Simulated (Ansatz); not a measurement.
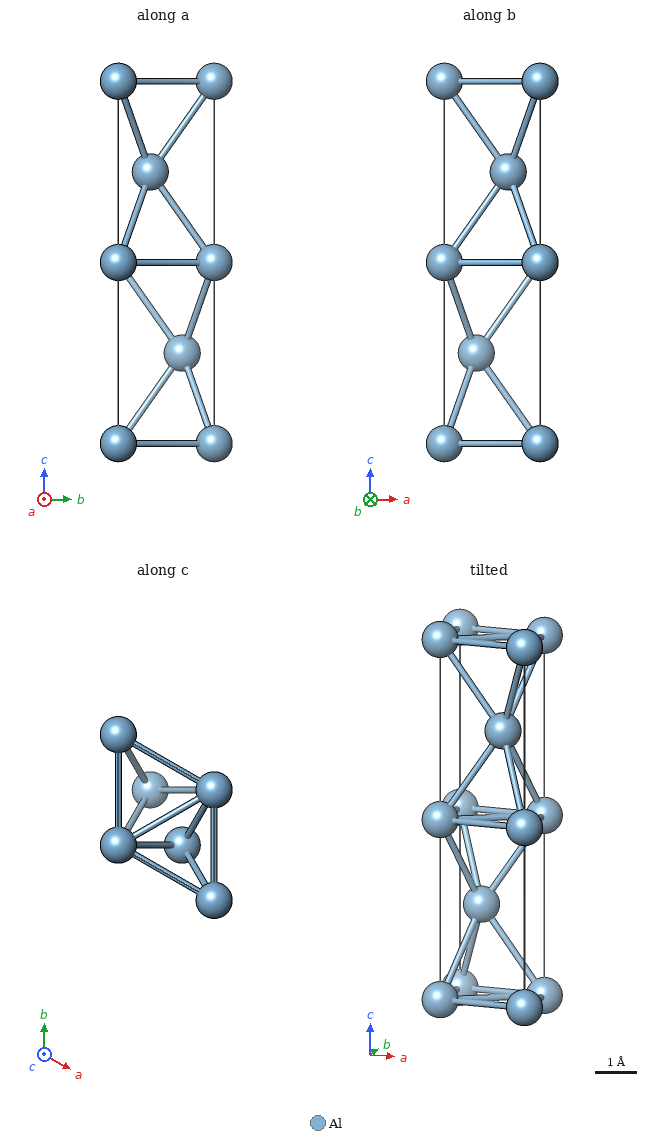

Ball-and-stick representation of a periodic structure, projected along the a axis, along the b axis, along the c axis and slightly off an axis. The lines enclose the conventional unit cell; boundary atoms appear with their images.

Lattice parameters: a = 2.7053 Å, b = 2.7053 Å, c = 8.8685 Å, α = 90.000°, β = 90.000°, γ = 120.000°.

Q: Convert the drawing into a CIF with its space group and independent sites.

A:
```cif
data_structure
_symmetry_space_group_name_H-M 'P 63/m m c'
_symmetry_Int_Tables_number 194
_cell_length_a 2.7053
_cell_length_b 2.7053
_cell_length_c 8.8685
_cell_angle_alpha 90.000
_cell_angle_beta 90.000
_cell_angle_gamma 120.000
_cell_volume 56.21
loop_
_atom_site_label
_atom_site_type_symbol
_atom_site_symmetry_multiplicity
_atom_site_Wyckoff_symbol
_atom_site_fract_x
_atom_site_fract_y
_atom_site_fract_z
_atom_site_occupancy
Al1 Al 2 a 0.0000 0.0000 0.0000 1
Al2 Al 2 c 0.3333 0.6667 0.2500 1
```

The structure comes from a structure type filled with this element by a generator (whether the element takes this form wasn't checked). Earlier steps of the study may have refined or changed the cell and positions. Ansatz was used for an electronic-structure calculation on it.

At this level of theory the cell isn't at rest (compressed, at 15 GPa), so its distances can differ from those at equilibrium, the more so the softer the solid.
